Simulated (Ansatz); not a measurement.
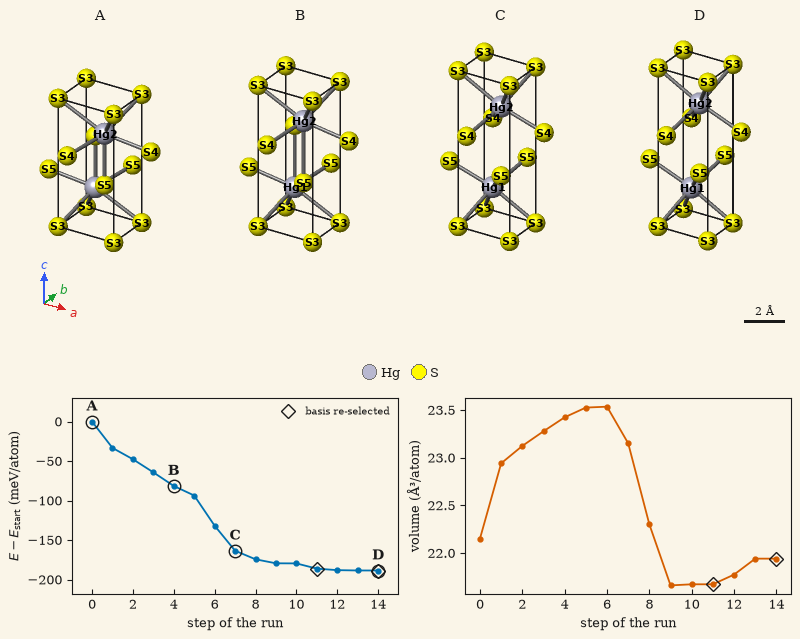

Frames of a relaxation of crystalline Hg2S3 (built on the A-type sesquioxide_164 type) (coarse preliminary run), marked on the history of the run. The picture is a ball-and-stick view of the cell of the calculation, seen slightly off an axis.

Case: A-type sesquioxide type (P-3m1, No. 164).

Method: DFT PBE, scalar-relativistic, plane waves, PAW (Ansatz). Set-up: plane-wave cutoff 420 eV; k-point mesh 6 × 6 × 4; occupations gaussian; smearing width 0.1 eV; no spin polarisation; cell and atoms relaxed; force threshold 0.04 eV/Å; at most 70 steps.

> What happens along the run?

The largest moves relative to the cell, 0.37 Å, are those of Hg1 and Hg2. Hg1 goes along −c. By element the largest moves are Hg 0.37 Å, S 0.04 Å. The drawn cell changes as follows: a = b 4.348 → 3.891 Å (−10.5 %), c 6.765 → 8.368 Å (+23.7 %); the volume changes by −1.0 %. Near-neighbour distances that change, for instance: Hg1–S4 2.706 → 3.683 Å, Hg1–S3 3.008 → 2.805 Å, Hg1–S5 2.618 → 2.609 Å. Bonds break: Hg1–S4 (2.71 → 3.68 Å), Hg2–S5 (2.71 → 3.68 Å). Among the angles between lasting bonds that change: Hg1–S5–Hg1 112.3° → 96.4°, S5–Hg1–S5 112.3° → 96.4°. The space group stays P-3m1 (No. 164). After 12 accepted moves (14 points after the start) the energy has fallen by 188 meV per atom. Largest force component: 0.65 eV/Å at the start, 0.0031 eV/Å at the end. The pressure goes from 1.87 to −0.01 GPa. At 2 points the geometry stayed and the basis and grid were re-selected for the new cell (energy shift of 6.6 meV per atom at most each time). Cost: 44 s on 1 thread of Intel(R) Xeon(R) 6975P-C (Granite Rapids), with other jobs on the host, peak memory 0.45 GiB. From step 0 to 4: Hg atoms move most (0.15 Å), volume +5.7 %, energy −81.5 meV per atom. From step 4 to 7: Hg atoms move most (0.15 Å), volume −1.2 %, energy −82.0 meV per atom. From step 7 to 14: S atoms move most (0.08 Å), volume −5.2 %, energy −25.0 meV per atom.

| step | E − E(0), meV/atom | largest force component, eV/Å | pressure, GPa | volume, Å³/atom | note |
| --- | --- | --- | --- | --- | --- |
| 0 | 0.00 | 0.6505 | 1.87 | 22.152 |  |
| 1 | -33.35 | 0.1479 | -0.63 | 22.942 |  |
| 2 | -47.67 | 0.2438 | -0.92 | 23.124 |  |
| 3 | -64.25 | 0.3467 | -1.23 | 23.278 |  |
| 4 | -81.48 | 0.4005 | -1.57 | 23.424 |  |
| 5 | -93.58 | 0.4120 | -1.79 | 23.526 |  |
| 6 | -131.81 | 0.3881 | -2.26 | 23.535 |  |
| 7 | -163.44 | 0.1940 | -2.58 | 23.151 |  |
| 8 | -174.30 | 0.1021 | -1.52 | 22.301 |  |
| 9 | -179.37 | 0.0423 | 0.19 | 21.661 |  |
| 10 | -179.50 | 0.0069 | -0.01 | 21.673 |  |
| 11 | -186.11 | 0.0062 | 0.53 | 21.673 | same geometry, new basis |
| 12 | -188.03 | 0.0095 | 0.29 | 21.774 |  |
| 13 | -188.44 | 0.0032 | -0.01 | 21.942 |  |
| 14 | -188.48 | 0.0031 | -0.01 | 21.942 | same geometry, new basis |
